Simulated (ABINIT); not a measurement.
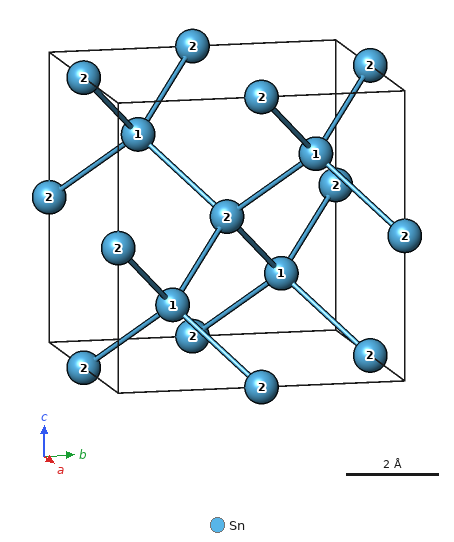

**Figure 1.** The starting structure (ball-and-stick view of the cell 4 times as large as that of the calculation, set on its symmetry axes, seen slightly off an axis; atoms are numbered from 1 in the order of the input). An atom can appear more than once, as a periodic image.

**Geometry relaxation, with input and output: Sn (part 1 of 2)**

Sn (Fd-3m, 2 atoms in the cell), computed with Kohn-Sham DFT of a periodic cell, LDA, PseudoDojo NC SR LDA v0.4.1 standard, no spin polarisation (ABINIT 10.8.3).

The structure derives from an entry of the Crystallography Open Database.

What the program printed:
```
.Version 10.8.3 of ABINIT
 Symmetries : space group Fd -3 m (#227); Bravais cF (face-center cubic)
================================================================================
 Values of the parameters that define the memory need of the present run
     intxc =       0    ionmov =       2      iscf =       7    lmnmax =       6
     lnmax =       6     mgfft =      54  mpssoang =       3    mqgrid =    3001
     natom =       2  nloc_mem =       1    nspden =       1   nspinor =       1
    nsppol =       1      nsym =      48    n1xccc =    2501    ntypat =       1
    occopt =       3   xclevel =       1
       mpw =        5946          nfft =      157464          nkpt =          10
================================================================================
================================================================================

--------------------------------------------------------------------------------
------------- Echo of variables that govern the present computation ------------
--------------------------------------------------------------------------------
 -outvars: echo values of preprocessed input variables --------
            acell      1.8897261259E+00  1.8897261259E+00  1.8897261259E+00 Bohr
              amu      1.18710000E+02
          chkprim           0
      chksymtnons           0
          dilatmx      1.08000000E+00
             ecut      3.60000000E+01 Hartree
           ecutsm      5.00000000E-01 Hartree
           ionmov           2
              ixc           7
         kptrlatt        5    0    0      0    5    0      0    0    5
          kptrlen      4.32051603E+01
            natom           2
            nband          18
            ngfft          54      54      54
             nkpt          10
            nstep          80
             nsym          48
            ntime          50
           ntypat           1
           occopt           3
          optcell           2
           prtden           0
        prtebands           0
           prteig           0
            prtwf           0
            rprim      0.0000000000E+00  3.2333428000E+00  3.2333428000E+00
                       3.2333428000E+00  0.0000000000E+00  3.2333428000E+00
                       3.2333428000E+00  3.2333428000E+00  0.0000000000E+00
          spgroup         227
           tolmxf      2.00000000E-05
           tolsym      1.00000000E-06
           tolvrs      1.00000000E-12
           tsmear      1.83747000E-03 Hartree
            typat      1  1
           xangst      4.8500142000E+00  4.8500142000E+00  4.8500142000E+00
                       3.2333428000E+00  3.2333428000E+00  3.2333428000E+00
            xcart      9.1651985448E+00  9.1651985448E+00  9.1651985448E+00
                       6.1101323632E+00  6.1101323632E+00  6.1101323632E+00
             xred      7.5000000000E-01  7.5000000000E-01  7.5000000000E-01
                       5.0000000000E-01  5.0000000000E-01  5.0000000000E-01
            znucl       50.00000

================================================================================

 chkinp: Checking input parameters for consistency.

================================================================================
== DATASET  1 ==================================================================

--- !DatasetInfo
iteration_state: {dtset: 1, }
dimensions: {natom: 2, nkpt: 10, mband: 18, nsppol: 1, nspinor: 1, nspden: 1, mpw: 5946, }
cutoff_energies: {ecut:  36.0, pawecutdg:  -1.0, }
electrons: {nelect:   2.80000000E+01, charge:   0.00000000E+00, occopt:   3.00000000E+00, tsmear:   1.83747000E-03, }
meta: {optdriver: 0, ionmov: 2, optcell: 2, iscf: 7, paral_kgb: 0, }
...

 Exchange-correlation functional for the present dataset will be:
  LDA: Perdew-Wang 92 LSD fit to Ceperley-Alder data - ixc=7
  J.P.Perdew and Y.Wang, PRB 45, 13244 (1992)

 Real(R)+Recip(G) space primitive vectors, cartesian coordinates (Bohr,Bohr^-1):
 R(1)=  0.0000000  6.1101324  6.1101324  G(1)= -0.0818313  0.0818313  0.0818313
 R(2)=  6.1101324  0.0000000  6.1101324  G(2)=  0.0818313 -0.0818313  0.0818313
 R(3)=  6.1101324  6.1101324  0.0000000  G(3)=  0.0818313  0.0818313 -0.0818313
 Unit cell volume ucvol=  4.5622791E+02 bohr^3
 Angles (23,13,12)=  6.00000000E+01  6.00000000E+01  6.00000000E+01 degrees

 getcut: wavevector=  0.0000  0.0000  0.0000  ngfft=  54  54  54
         ecut(hartree)=     41.990   => boxcut(ratio)=   2.14307

--- Pseudopotential description ------------------------------------------------
- pspini: atom type   1  psp file is ./Sn.upf
  50.00000  14.00000  180309                  znucl, zion, pspdat
12 -1012 2 -1 1608                            pspcod,pspxc,lmax,lloc,mmax
     nproj     2     2     2

   1.81892338E+03                                ecore*ucvol(ha*bohr**3)
--------------------------------------------------------------------------------

================================================================================

=== [ionmov= 2] Broyden-Fletcher-Goldfarb-Shanno method (forces)
================================================================================

--- Iteration: ( 1/50) Internal Cycle: (1/1)
--------------------------------------------------------------------------------

---SELF-CONSISTENT-FIELD CONVERGENCE--------------------------------------------

--- !BeginCycle
iteration_state: {dtset: 1, itime: 1, icycle: 1, }
solver: {iscf: 7, nstep: 80, nline: 4, wfoptalg: 0, }
tolerances: {tolvrs: 1.00E-12, }
...

     iter   Etot(hartree)      deltaE(h)  residm     vres2
 ETOT  1  -156.59920628519    -1.566E+02 5.108E-01 5.658E+00
 ETOT  2  -157.15408953570    -5.549E-01 1.827E-02 4.065E+00
 ETOT  3  -157.15428655564    -1.970E-04 4.555E-04 5.161E-01
 ETOT  4  -157.15430806263    -2.151E-05 1.908E-04 1.843E-02
 ETOT  5  -157.15430905303    -9.904E-07 1.887E-05 1.346E-03
 ETOT  6  -157.15430925093    -1.979E-07 8.512E-06 1.063E-05
 ETOT  7  -157.15430925132    -3.870E-10 8.970E-07 4.882E-08
 ETOT  8  -157.15430925132     1.933E-12 3.921E-07 1.113E-09
 ETOT  9  -157.15430925132    -2.132E-12 4.219E-08 1.614E-12
 ETOT 10  -157.15430925133    -8.299E-12 1.809E-08 9.757E-15

 At SCF step   10       vres2   =  9.76E-15 < tolvrs=  1.00E-12 =>converged.

 Cartesian components of stress tensor (hartree/bohr^3)
  sigma(1 1)= -1.17947705E-05  sigma(3 2)=  0.00000000E+00
  sigma(2 2)= -1.17947705E-05  sigma(3 1)=  0.00000000E+00
  sigma(3 3)= -1.17947705E-05  sigma(2 1)=  0.00000000E+00

--- !ResultsGS
iteration_state: {dtset: 1, itime: 1, icycle: 1, }
comment   : Summary of ground state results
lattice_vectors:
- [  0.0000000,   6.1101324,   6.1101324, ]
- [  6.1101324,   0.0000000,   6.1101324, ]
- [  6.1101324,   6.1101324,   0.0000000, ]
lattice_lengths: [   8.64103,    8.64103,    8.64103, ]
lattice_angles: [ 60.000,  60.000,  60.000, ] # degrees, (23, 13, 12)
lattice_volume:   4.5622791E+02
convergence: {deltae: -8.299E-12, res2:  9.757E-15, residm:  1.809E-08, diffor: null, }
etotal    :  -1.57154309E+02
entropy   :   0.00000000E+00
fermie    :   1.44249022E-01
cartesian_stress_tensor: # hartree/bohr^3
- [ -1.17947705E-05,   0.00000000E+00,   0.00000000E+00, ]
- [  0.00000000E+00,  -1.17947705E-05,   0.00000000E+00, ]
- [  0.00000000E+00,   0.00000000E+00,  -1.17947705E-05, ]
pressure_GPa:   3.4701E-01
xred      :
- [  7.5000E-01,   7.5000E-01,   7.5000E-01, Sn]
- [  5.0000E-01,   5.0000E-01,   5.0000E-01, Sn]
cartesian_forces: # hartree/bohr
- [ -7.74642045E-31,   4.30356692E-31,  -8.60713384E-32, ]
- [  7.74642045E-31,  -4.30356692E-31,   8.60713384E-32, ]
force_length_stats: {min:   8.90328847E-31, max:   8.90328847E-31, mean:   8.90328847E-31, }
...

 Integrated electronic density in atomic spheres:
 ------------------------------------------------
 Atom  Sphere_radius  Integrated_density
    1        2.00000         10.56410271
    2        2.00000         10.57190837

---OUTPUT-----------------------------------------------------------------------

 Cartesian coordinates (xcart) [bohr]
  9.16519854476373E+00  9.16519854476373E+00  9.16519854476373E+00
  6.11013236317582E+00  6.11013236317582E+00  6.11013236317582E+00
 Reduced coordinates (xred)
  7.50000000000000E-01  7.50000000000000E-01  7.50000000000000E-01
  5.00000000000000E-01  5.00000000000000E-01  5.00000000000000E-01
 Cartesian forces (fcart) [Ha/bohr]; max,rms= 7.74642E-31 5.14032E-31 (free atoms)
 -7.74642045375584E-31  4.30356691875325E-31 -8.60713383750649E-32
  7.74642045375584E-31 -4.30356691875325E-31  8.60713383750649E-32
 Gradient of E wrt nuclear positions in reduced coordinates (gred)
 -2.10362908058937E-30  5.25907270147341E-30  2.10362908058937E-30
  2.10362908058937E-30 -5.25907270147341E-30 -2.10362908058937E-30
 Scale of Primitive Cell (acell) [bohr]
  1.88972612590778E+00  1.88972612590778E+00  1.88972612590778E+00
 Real space primitive translations (rprimd) [bohr]
  0.00000000000000E+00  6.11013236317582E+00  6.11013236317582E+00
  6.11013236317582E+00  0.00000000000000E+00  6.11013236317582E+00
  6.11013236317582E+00  6.11013236317582E+00  0.00000000000000E+00
 Unitary Cell Volume (ucvol) [Bohr^3]=  4.56227911014185E+02
 Angles (23,13,12)= [degrees]
  6.00000000000000E+01  6.00000000000000E+01  6.00000000000000E+01
 Lengths [Bohr]
  8.64103205589802E+00  8.64103205589802E+00  8.64103205589802E+00
 Stress tensor in cartesian coordinates (strten) [Ha/bohr^3]
 -1.17947705260222E-05  0.00000000000000E+00  0.00000000000000E+00
  0.00000000000000E+00 -1.17947705260274E-05  0.00000000000000E+00
  0.00000000000000E+00  0.00000000000000E+00 -1.17947705260205E-05
 Total energy (etotal) [Ha]= -1.57154309251329E+02

--- Iteration: ( 2/50) Internal Cycle: (1/1)
--------------------------------------------------------------------------------

---SELF-CONSISTENT-FIELD CONVERGENCE--------------------------------------------

--- !BeginCycle
iteration_state: {dtset: 1, itime: 2, icycle: 1, }
solver: {iscf: 7, nstep: 80, nline: 4, wfoptalg: 0, }
tolerances: {tolvrs: 1.00E-12, }
...

     iter   Etot(hartree)      deltaE(h)  residm     vres2
 ETOT  1  -157.15428802035    -1.572E+02 1.809E-08 4.870E-01
 ETOT  2  -157.15431298894    -2.497E-05 1.481E-08 2.348E-02
 ETOT  3  -157.15431426086    -1.272E-06 1.984E-08 5.848E-03
 ETOT  4  -157.15431455244    -2.916E-07 1.129E-08 1.238E-04
 ETOT  5  -157.15431455891    -6.473E-09 1.922E-09 6.537E-07
 ETOT  6  -157.15431455892    -9.749E-12 2.949E-11 6.098E-09
 ETOT  7  -157.15431455893    -9.663E-12 6.404E-12 7.421E-11
 ETOT  8  -157.15431455893     4.150E-12 1.387E-13 2.958E-13

 At SCF step    8       vres2   =  2.96E-13 < tolvrs=  1.00E-12 =>converged.

 Cartesian components of stress tensor (hartree/bohr^3)
  sigma(1 1)= -1.01131321E-05  sigma(3 2)=  0.00000000E+00
  sigma(2 2)= -1.01131321E-05  sigma(3 1)=  0.00000000E+00
  sigma(3 3)= -1.01131321E-05  sigma(2 1)=  0.00000000E+00

--- !ResultsGS
iteration_state: {dtset: 1, itime: 2, icycle: 1, }
comment   : Summary of ground state results
lattice_vectors:
- [  0.0000000,   6.1122944,   6.1122944, ]
- [  6.1122944,   0.0000000,   6.1122944, ]
- [  6.1122944,   6.1122944,   0.0000000, ]
lattice_lengths: [   8.64409,    8.64409,    8.64409, ]
lattice_angles: [ 60.000,  60.000,  60.000, ] # degrees, (23, 13, 12)
lattice_volume:   4.5671238E+02
convergence: {deltae:  4.150E-12, res2:  2.958E-13, residm:  1.387E-13, diffor: null, }
etotal    :  -1.57154315E+02
entropy   :   0.00000000E+00
fermie    :   1.43815942E-01
cartesian_stress_tensor: # hartree/bohr^3
- [ -1.01131321E-05,   0.00000000E+00,   0.00000000E+00, ]
- [  0.00000000E+00,  -1.01131321E-05,   0.00000000E+00, ]
- [  0.00000000E+00,   0.00000000E+00,  -1.01131321E-05, ]
pressure_GPa:   2.9754E-01
xred      :
- [  7.5000E-01,   7.5000E-01,   7.5000E-01, Sn]
- [  5.0000E-01,   5.0000E-01,   5.0000E-01, Sn]
cartesian_forces: # hartree/bohr
- [ -1.29061340E-31,   5.59265807E-31,  -3.01143127E-31, ]
- [  1.29061340E-31,  -5.59265807E-31,   3.01143127E-31, ]
force_length_stats: {min:   6.48168385E-31, max:   6.48168385E-31, mean:   6.48168385E-31, }
...

 Integrated electronic density in atomic spheres:
```
